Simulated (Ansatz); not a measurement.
CoSi₂: geometry relaxation (part 1 of 2)

System: CoSi₂ (Fm-3m, 3 atoms in the cell).
Method: DFT PBEsol, scalar-relativistic, plane waves, PAW, no spin polarisation (Ansatz 0.2.0).

The structure derives from an entry of the Crystallography Open Database.

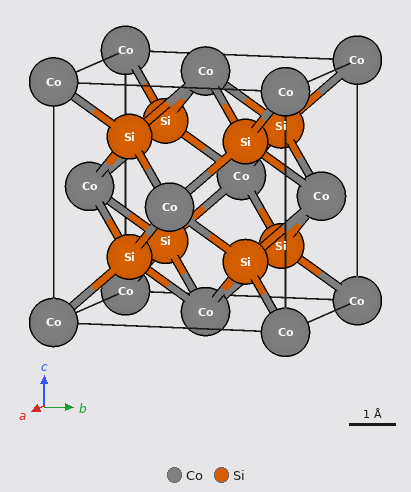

*The input geometry (ball-and-stick view of the cell 4 times as large as that of the calculation, set on its symmetry axes, seen slightly off an axis). An atom can appear more than once, as a periodic image.*

Near neighbours in the periodic cell (some may lie outside the picture): Co has 8 Si at 2.32 Å; Si has 4 Co at 2.32 Å.

The input:
```yaml
crystal:
  lattice:
    - [0.0, 2.678, 2.678]
    - [2.678, 0.0, 2.678]
    - [2.678, 2.678, 0.0]
  atoms:
    - { symbol: Co, position: [0.0, 0.0, 0.0] }
    - { symbol: Si, position: [0.25, 0.25, 0.25] }
    - { symbol: Si, position: [0.75, 0.75, 0.75] }
basis:
  ecutwfc: 420
kpoints:
  mp_grid: { grid: [14, 14, 14] }
hamiltonian:
  xc: pbesol
scf:
  occupations: { method: gaussian, width: 0.1 }
output:
  forces: true
  stress: true
  eigenvalues: true
  write_density: true
  write_potential: true
  elf: true
  volumetric_format: npy
relax:
  adjacent_minimum: "off"
  f_tol: 0.005
  max_steps: 80
  cell: { stress_tol: 0.05 }
```

Machine: 4 threads of Arm Neoverse V2, 24 GiB of memory available, shared host.

Launched with:
```bash
ansatz run input.yaml --threads 4 --pin off --max-ram 11264MiB --backend cpu --events-out ev --progress --plain --runs-dir out
```

The program's output:
```
Engine: ansatz 0.2.0, aarch64-unknown-linux-gnu
Pseudopotentials: kind: paw
Pseudopotential: Co, paw, valence charge 17, recommended cutoff 420 eV (normal), Co.paw.azcp
Pseudopotential: Si, paw, valence charge 4, recommended cutoff 420 eV (normal), Si.paw.azcp
Functional definition: PBEsol
  exchange = pbesol_x
  correlation = pbesol_c
Crystal: 3 atoms, lattice volume = 38.412 Å³
Basis set: ecut = 420 eV, 749 PW (Γ), exchange–correlation on 54×54×54 points (8 copies of the dense FFT grid, shifted against one another)
Bands: 17, of which v1, the nominal top of the filled ones, is band 13 counted from 1 (12 counted from 0)
Symmetry: 48 space group operations
Space group: Fm-3m (ITA 225), of the structure as read, at distance tolerance 3.4e-5 Å
k-points: 104 of 2744
Non-local potential: Co, projectors of the file, l = 0: 3, l = 1: 2, l = 2: 3, l = 3: 1
Non-local potential: Si, projectors of the file, l = 0: 2, l = 1: 2, l = 2: 2
PAW form: soft (Blöchl's): semilocal exchange-correlation on the pseudo side does not see the compensation charge
PAW frozen core: Co, regenerated for the run's functional, and the local potential with it (the file was generated under x = pbe(κ = 0.804, μ = 0.2195149727645171), c = pbe(β = 0.06672455060314922))
PAW frozen core: Si, regenerated for the run's functional, and the local potential with it (the file was generated under x = pbe(κ = 0.804, μ = 0.2195149727645171), c = pbe(β = 0.06672455060314922))
PAW one-centre angular grid: Co, 590 points (default); XC on 64 Gauss nodes
PAW one-centre angular grid: Si, 110 points (default); XC on 64 Gauss nodes
Initial density: superposition of atomic densities (neutral atoms: chi_scale 0, normalization atom), corrected by the library's trained network
Initial wavefunctions: pseudopotential atomic-orbital guess
Functional: x = pbesol(κ = 0.804, μ = 0.12345679012345678), c = pbesol(β = 0.046)
SCF iter   1: F=—  HF=-6337.717539 eV  |F-HF|=—  |Δ(HF+E_count)|=         —  Δρ=1.76e-2  dr2=8.27e-2  ethr=1.77e-3  ⟨swp⟩=5.1  Hψ=9076  notcnv=0
preconditioner: auto → Kerker (q_TF=auto, 2.540 Å⁻¹)  [metal: Δε(μ)=0.027 eV  Ē_g=8.142 eV  σ=0.100 eV  W_gap=0.15  n_scr=14 (ndim 8)  ℏωp=24.7 eV  f_vac=0.002  D(μ)=1.03/eV (n_scr^D=8)]
SCF iter   2: F=—  HF=-6337.710385 eV  |F-HF|=—  |Δ(HF+E_count)|=   7.15e-3  Δρ=5.72e-3  dr2=1.18e-2  ethr=3.31e-4  ⟨swp⟩=2.0  Hψ=2893  notcnv=0  defer=16
SCF iter   3: F=—  HF=-6337.709533 eV  |F-HF|=—  |Δ(HF+E_count)|=   8.51e-4  Δρ=1.12e-3  dr2=9.21e-4  ethr=4.71e-5  ⟨swp⟩=1.1  Hψ=1749  notcnv=0  defer=16
SCF iter   4: F=—  HF=-6337.709577 eV  |F-HF|=—  |Δ(HF+E_count)|=   4.37e-5  Δρ=4.42e-4  dr2=1.04e-4  ethr=3.68e-6  ⟨swp⟩=2.8  Hψ=2728  notcnv=0  defer=16
SCF iter   5: F=—  HF=-6337.709587 eV  |F-HF|=—  |Δ(HF+E_count)|=   9.66e-6  Δρ=8.50e-5  dr2=3.43e-6  ethr=4.14e-7  ⟨swp⟩=2.3  Hψ=2204  notcnv=0  defer=16
SCF iter   6: F=—  HF=-6337.709590 eV  |F-HF|=—  |Δ(HF+E_count)|=   3.27e-6  Δρ=8.04e-5  dr2=1.22e-6  ethr=1.37e-8  ⟨swp⟩=2.0  Hψ=3016  notcnv=0  defer=16
SCF iter   7: F=—  HF=-6337.709590 eV  |F-HF|=—  |Δ(HF+E_count)|=   1.42e-7  Δρ=1.92e-5  dr2=1.05e-7  ethr=4.89e-9  ⟨swp⟩=2.4  Hψ=2551  notcnv=0  defer=16
SCF iter   8: F=-6337.709590 eV  HF=-6337.709590 eV  |F-HF|=4.03e-9  |Δ(HF+E_count)|=   6.80e-9  Δρ=4.53e-6  dr2=5.58e-9  ethr=4.00e-10  ⟨swp⟩=8.1  Hψ=9544  notcnv=0
SCF 1 converged in 8 iterations: F = -6337.709590 eV  dr2 = 5.58e-9
  greatest PAW one-centre occupation: 1.000 electrons in one spin orbital (limit 2), on the Co atom at site 0 (counted from 0), in its partial waves of l = 1
relax step   1: F+E_penalty+E_count = -6337.70958984 eV  Δ(F+E_penalty+E_count) = +0.000e0 eV  max|allowed force component| = 2.776e-17 eV/Å  Δτ_max = 0.0000 Å  P = -4.523 GPa  Ω = 38.412 Å³  (8 SCF iters, dr2 threshold 1.00e-7 eV, accepted)
Crystal: 3 atoms, lattice volume = 37.857 Å³
Basis set: ecut = 420 eV, 725 PW (Γ), exchange–correlation on 54×54×54 points (8 copies of the dense FFT grid, shifted against one another)
Initial density: handed on by an earlier stage of this run
Initial wavefunctions: those handed on with the density
iter 1 solved again at ethr=2.23e-6 eV; its pass at ethr=3.10e-3 eV (dr2=5.57e-4 eV) is discarded
SCF iter   1: F=—  HF=-6337.721210 eV  |F-HF|=—  |Δ(HF+E_count)|=         —  Δρ=1.27e-3  dr2=5.38e-4  ethr=2.23e-6  ⟨swp⟩=1.3  Hψ=10231  notcnv=0
preconditioner: auto → Kerker (q_TF=auto, 2.546 Å⁻¹)  [metal: Δε(μ)=0.094 eV  Ē_g=8.268 eV  σ=0.100 eV  W_gap=0.42  n_scr=14 (ndim 8)  ℏωp=24.9 eV  f_vac=0.000  D(μ)=1.03/eV (n_scr^D=8)]
SCF iter   2: F=—  HF=-6337.721112 eV  |F-HF|=—  |Δ(HF+E_count)|=   9.76e-5  Δρ=6.98e-4  dr2=2.57e-4  ethr=2.15e-6  ⟨swp⟩=1.0  Hψ=1768  notcnv=0
SCF iter   3: F=—  HF=-6337.721048 eV  |F-HF|=—  |Δ(HF+E_count)|=   6.46e-5  Δρ=3.13e-4  dr2=6.85e-5  ethr=1.03e-6  ⟨swp⟩=1.0  Hψ=1768  notcnv=0
SCF iter   4: F=—  HF=-6337.721034 eV  |F-HF|=—  |Δ(HF+E_count)|=   1.35e-5  Δρ=6.90e-5  dr2=2.18e-6  ethr=2.74e-7  ⟨swp⟩=2.2  Hψ=2657  notcnv=0
SCF iter   5: F=—  HF=-6337.721035 eV  |F-HF|=—  |Δ(HF+E_count)|=   9.41e-7  Δρ=7.60e-5  dr2=1.80e-6  ethr=8.72e-9  ⟨swp⟩=2.0  Hψ=3043  notcnv=0
SCF iter   6: F=-6337.721035 eV  HF=-6337.721035 eV  |F-HF|=4.26e-8  |Δ(HF+E_count)|=   2.77e-8  Δρ=2.03e-5  dr2=1.29e-7  ethr=1.20e-9  ⟨swp⟩=7.2  Hψ=10802  notcnv=0
SCF 2 converged in 6 iterations: F = -6337.721035 eV  dr2 = 1.29e-7
relax step   2: F+E_penalty+E_count = -6337.72103499 eV  Δ(F+E_penalty+E_count) = -1.145e-2 eV  max|allowed force component| = 1.110e-16 eV/Å  Δτ_max = 0.0000 Å  P = -1.895 GPa  Ω = 37.857 Å³  energy of the carried Pulay correction = +2.768e-4 eV  (6 SCF iters, dr2 threshold 3.00e-7 eV, accepted)
Crystal: 3 atoms, lattice volume = 37.467 Å³
iter 1 solved again at ethr=1.02e-6 eV; its pass at ethr=3.10e-3 eV (dr2=2.55e-4 eV) is discarded
SCF iter   1: F=—  HF=-6337.723545 eV  |F-HF|=—  |Δ(HF+E_count)|=         —  Δρ=9.21e-4  dr2=2.79e-4  ethr=1.02e-6  ⟨swp⟩=2.0  Hψ=10232  notcnv=0
preconditioner: auto → Kerker (q_TF=auto, 2.550 Å⁻¹)  [metal: Δε(μ)=0.095 eV  Ē_g=8.343 eV  σ=0.100 eV  W_gap=0.42  n_scr=14 (ndim 8)  ℏωp=25.0 eV  f_vac=0.000  D(μ)=1.02/eV (n_scr^D=8)]
SCF iter   2: F=—  HF=-6337.723494 eV  |F-HF|=—  |Δ(HF+E_count)|=   5.14e-5  Δρ=5.05e-4  dr2=1.33e-4  ethr=1.02e-6  ⟨swp⟩=1.0  Hψ=1768  notcnv=0
SCF iter   3: F=—  HF=-6337.723466 eV  |F-HF|=—  |Δ(HF+E_count)|=   2.81e-5  Δρ=2.47e-4  dr2=4.09e-5  ethr=5.33e-7  ⟨swp⟩=1.0  Hψ=1768  notcnv=0
SCF iter   4: F=—  HF=-6337.723458 eV  |F-HF|=—  |Δ(HF+E_count)|=   8.01e-6  Δρ=5.25e-5  dr2=1.32e-6  ethr=1.64e-7  ⟨swp⟩=2.1  Hψ=2647  notcnv=0
SCF iter   5: F=—  HF=-6337.723458 eV  |F-HF|=—  |Δ(HF+E_count)|=   4.41e-7  Δρ=5.51e-5  dr2=9.35e-7  ethr=5.27e-9  ⟨swp⟩=2.8  Hψ=3045  notcnv=0
SCF iter   6: F=-6337.723458 eV  HF=-6337.723458 eV  |F-HF|=5.02e-8  |Δ(HF+E_count)|=   7.95e-9  Δρ=2.33e-5  dr2=1.32e-7  ethr=1.20e-9  ⟨swp⟩=7.1  Hψ=10682  notcnv=0
SCF 3 converged in 6 iterations: F = -6337.723458 eV  dr2 = 1.32e-7
relax step   3: F+E_penalty+E_count = -6337.72345835 eV  Δ(F+E_penalty+E_count) = -2.423e-3 eV  max|allowed force component| = 1.480e-16 eV/Å  Δτ_max = 0.0000 Å  P = +0.084 GPa  Ω = 37.467 Å³  energy of the carried Pulay correction = +4.740e-4 eV  (6 SCF iters, dr2 threshold 3.00e-7 eV, accepted)
Crystal: 3 atoms, lattice volume = 37.483 Å³
iter 1 solved again at ethr=1.40e-9 eV; its pass at ethr=3.10e-3 eV (dr2=3.51e-7 eV) is discarded
SCF iter   1: F=—  HF=-6337.723454 eV  |F-HF|=—  |Δ(HF+E_count)|=         —  Δρ=3.21e-5  dr2=3.02e-7  ethr=1.40e-9  ⟨swp⟩=2.0  Hψ=9902  notcnv=0
preconditioner: auto → Kerker (q_TF=auto, 2.550 Å⁻¹)  [metal: Δε(μ)=0.094 eV  Ē_g=8.337 eV  σ=0.100 eV  W_gap=0.42  n_scr=14 (ndim 8)  ℏωp=25.0 eV  f_vac=0.000  D(μ)=1.02/eV (n_scr^D=8)]
SCF iter   2: F=—  HF=-6337.723455 eV  |F-HF|=—  |Δ(HF+E_count)|=   3.11e-7  Δρ=2.16e-5  dr2=1.74e-7  ethr=1.21e-9  ⟨swp⟩=1.0  Hψ=1768  notcnv=0
SCF iter   3: F=—  HF=-6337.723455 eV  |F-HF|=—  |Δ(HF+E_count)|=   3.34e-8  Δρ=6.26e-6  dr2=2.53e-8  ethr=6.97e-10  ⟨swp⟩=2.0  Hψ=3058  notcnv=0
iter 4 did not close the SCF: its close was put off for the readings that it lacked (scf_convergence_deferred on its scf_iter line)
SCF iter   4: F=-6337.723455 eV  HF=-6337.723455 eV  |F-HF|=9.46e-11  |Δ(HF+E_count)|=   5.63e-9  Δρ=1.38e-6  dr2=7.60e-10  ethr=1.01e-10  ⟨swp⟩=2.3  Hψ=2660  notcnv=0
iter 5 did not close the SCF: its close was put off for the readings that it lacked (scf_convergence_deferred on its scf_iter line)
SCF iter   5: F=-6337.723455 eV  HF=-6337.723455 eV  |F-HF|=7.91e-10  |Δ(HF+E_count)|=  2.87e-10  Δρ=1.83e-6  dr2=8.54e-10  ethr=3.04e-12  ⟨swp⟩=2.0  Hψ=3039  notcnv=0
SCF iter   6: F=-6337.723455 eV  HF=-6337.723455 eV  |F-HF|=6.37e-12  |Δ(HF+E_count)|=  7.37e-11  Δρ=2.90e-7  dr2=4.22e-11  ethr=3.04e-12  ⟨swp⟩=5.0  Hψ=8515  notcnv=0
SCF 4 converged in 6 iterations: F = -6337.723455 eV  dr2 = 4.22e-11
relax step   4: F+E_penalty+E_count = -6337.72345460 eV  Δ(F+E_penalty+E_count) = +3.749e-6 eV  max|allowed force component| = 1.295e-16 eV/Å  Δτ_max = 0.0000 Å  P = +0.002 GPa  Ω = 37.483 Å³  energy of the carried Pulay correction = +4.659e-4 eV  (6 SCF iters, dr2 threshold 1.77e-8 eV, accepted)
Initial wavefunctions: pseudopotential atomic-orbital guess (no wavefunctions were taken with the density)
iter 1 solved again at ethr=8.34e-7 eV; its pass at ethr=3.10e-3 eV (dr2=2.08e-4 eV) is discarded
SCF iter   1: F=—  HF=-6337.723055 eV  |F-HF|=—  |Δ(HF+E_count)|=         —  Δρ=8.27e-5  dr2=4.33e-7  ethr=8.34e-7  ⟨swp⟩=3.0  Hψ=13460  notcnv=0
eigensolver tolerance schedule: the retry pair's looser diagonalisation over-reported the residual by 480.30 of it (diagonalisation noise at 0.15 of the residual, at the tolerance the schedule requests for it); recorded, not acted on — ethr = c·dr2/N_el stays at c = 1.0e-1
SCF iter   2: F=—  HF=-6337.723057 eV  |F-HF|=—  |Δ(HF+E_count)|=   2.06e-6  Δρ=5.78e-5  dr2=4.04e-7  ethr=1.73e-9  ⟨swp⟩=2.1  Hψ=2948  notcnv=0
SCF iter   3: F=—  HF=-6337.723057 eV  |F-HF|=—  |Δ(HF+E_count)|=   1.19e-7  Δρ=1.20e-5  dr2=2.01e-8  ethr=1.62e-9  ⟨swp⟩=2.0  Hψ=1872  notcnv=0
SCF iter   4: F=—  HF=-6337.723057 eV  |F-HF|=—  |Δ(HF+E_count)|=   3.87e-9  Δρ=1.63e-6  dr2=3.58e-10  ethr=8.05e-11  ⟨swp⟩=2.1  Hψ=2375  notcnv=0
SCF iter   5: F=—  HF=-6337.723057 eV  |F-HF|=—  |Δ(HF+E_count)|=   1.14e-9  Δρ=7.00e-7  dr2=2.00e-10  ethr=1.43e-12  ⟨swp⟩=2.0  Hψ=3053  notcnv=0
SCF iter   6: F=-6337.723057 eV  HF=-6337.723057 eV  |F-HF|=6.37e-12  |Δ(HF+E_count)|=  1.46e-11  Δρ=1.61e-7  dr2=5.18e-12  ethr=1.00e-12  ⟨swp⟩=4.8  Hψ=7701  notcnv=0
SCF 5 converged in 6 iterations: F = -6337.723057 eV  dr2 = 5.18e-12
relax step   5: F+E_penalty+E_count = -6337.72305683 eV  Δ(F+E_penalty+E_count) = +3.978e-4 eV  max|allowed force component| = 1.727e-16 eV/Å  Δτ_max = 0.0000 Å  P = -0.019 GPa  Ω = 37.483 Å³  stress off target by 1.92e-2 GPa  SCF on the basis re-selected at this cell (its energy is not comparable with the rows above)  (6 SCF iters)
```

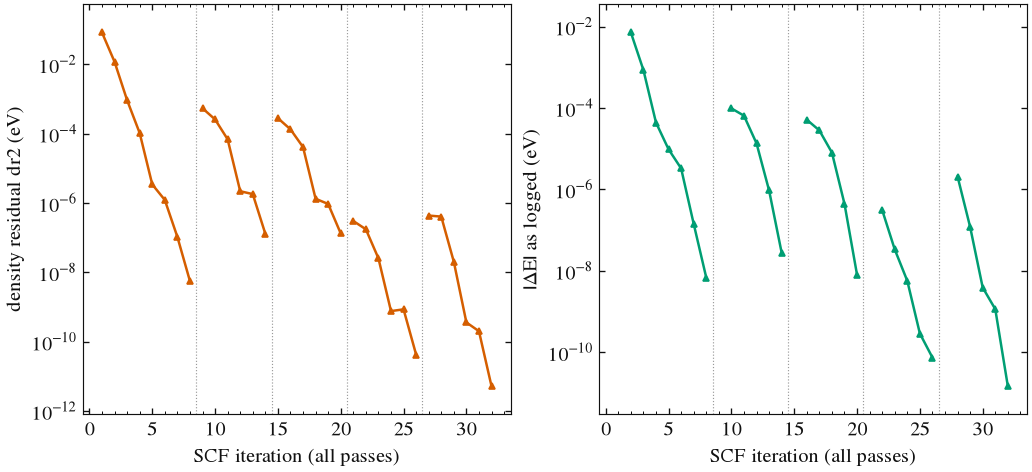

*Convergence of the self-consistent field: density residual dr2 and size of the energy change against the SCF iteration. The dotted lines part the SCF passes of the relaxation: geometry steps, rejected trials and re-solves on a re-selected basis.*

The 5 passes take 6 to 8 iterations each, 32 in all.
